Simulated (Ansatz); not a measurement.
## Electronic structure of GdN in real space

```cif
data_structure
_symmetry_space_group_name_H-M 'P 1'
_symmetry_Int_Tables_number 1
_cell_length_a 4.0627
_cell_length_b 4.0627
_cell_length_c 5.0659
_cell_angle_alpha 90.000
_cell_angle_beta 90.000
_cell_angle_gamma 120.000
_cell_volume 72.41
loop_
_atom_site_label
_atom_site_type_symbol
_atom_site_fract_x
_atom_site_fract_y
_atom_site_fract_z
_atom_site_occupancy
Gd1 Gd 0.66667 0.33333 0.04978 1
Gd2 Gd 0.33333 0.66667 0.54978 1
N1 N 0.66667 0.33333 0.57542 1
N2 N 0.33333 0.66667 0.07542 1
```

Space group P6₃mc; started from the wurtzite prototype, which need not be the ambient phase; spin-polarised.

These are results of Ansatz 0.2.0, DFT PBE, scalar-relativistic, plane waves, PAW, not measurements.

In a PAW calculation such maps are meaningful between the atoms, not at the nuclei.

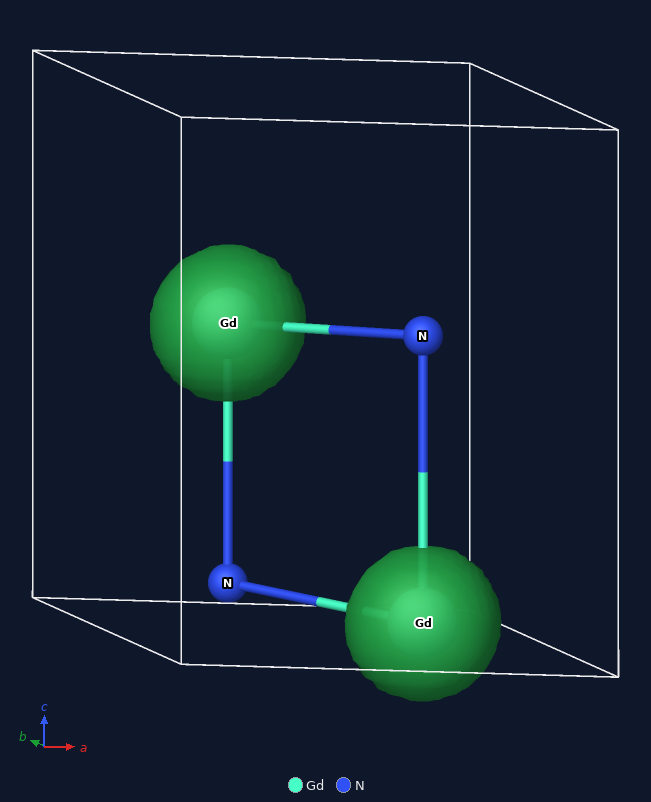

Figure 1. Isosurfaces of the spin density at +1 (green) and −1 e/Å³ (red), seen slightly off an axis. Sticks mark near contacts.

Question: Describe the spin distribution.

Answer: The spin density sits on Gd: +6.8 μB (×2) in one cell of 4 atoms, with smaller moments on other sites: N (up to −0.07 μB): parallel moments (a ferromagnetic arrangement) in this solution. The cell of the calculation (4 atoms) carries 14.0 μB of net spin moment. Only one sign reaches the isovalue.

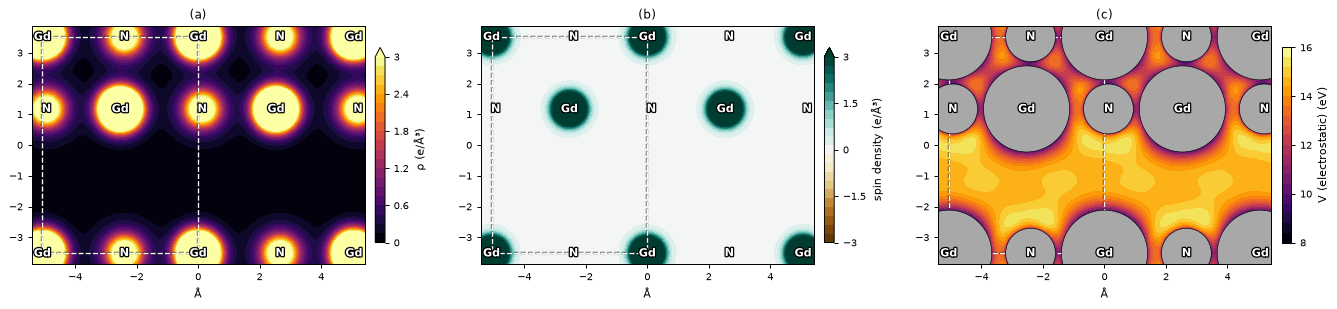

Figure 2. (a) valence charge density (pseudo); (b) magnetisation density (up minus down); (c) electrostatic potential energy of an electron on the (110) plane of the conventional cell. Grey discs cover the atomic cores in the potential map.

Question: Describe what can be read from this map.

Answer: Atoms in the plane: Gd and N. Gd–N (2.35 Å): ρ is about 0.48 e/Å³ halfway. Gd–N (2.40 Å): the density is about 0.43 e/Å³ at the midpoint. Gd–N (2.66 Å): the density is about 0.26 e/Å³ at the midpoint. Between the atoms the lowest density in this plane is 0.02 e/Å³.

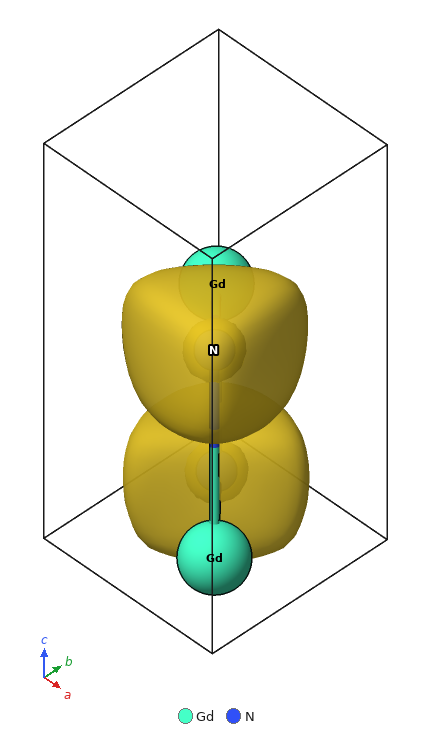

Figure 3. Isosurface of the ELF at 0.6 (yellow), seen at an oblique angle. Only the valence region is drawn (cores and ρ < 0.01 e/Å³ removed). Sticks mark near contacts.

Question: Describe the localisation domains.

Answer: The ELF exceeds this value in two regions wrapped around N (the valence shell of each), counted in one cell of 4 atoms. Regions shared between cells count once. Profiles from the grid: Gd–N (2.35 Å): the ELF peaks at about 0.80 in the valence shell of N, 0.6 Å from its nucleus, and drops to about 0.20 between the two atoms: no shared electron pair shows on this line. Gd–N (2.40 Å): the ELF peaks at about 0.80 in the valence shell of N, 0.7 Å from its nucleus, and drops to about 0.15 between the two atoms; no shared electron pair shows on this line.

Question: Does the calculation make it a metal, or give it a gap?

Answer: It is gapped, with a Kohn–Sham gap of 0.65 eV on the k-point mesh (the band edges may lie off the mesh, which would make the gap smaller).

Question: What Bader charges does the calculation give?

Answer: Electrons move from Gd towards N. Bader charges: Gd +1.76 and N −1.76 e.
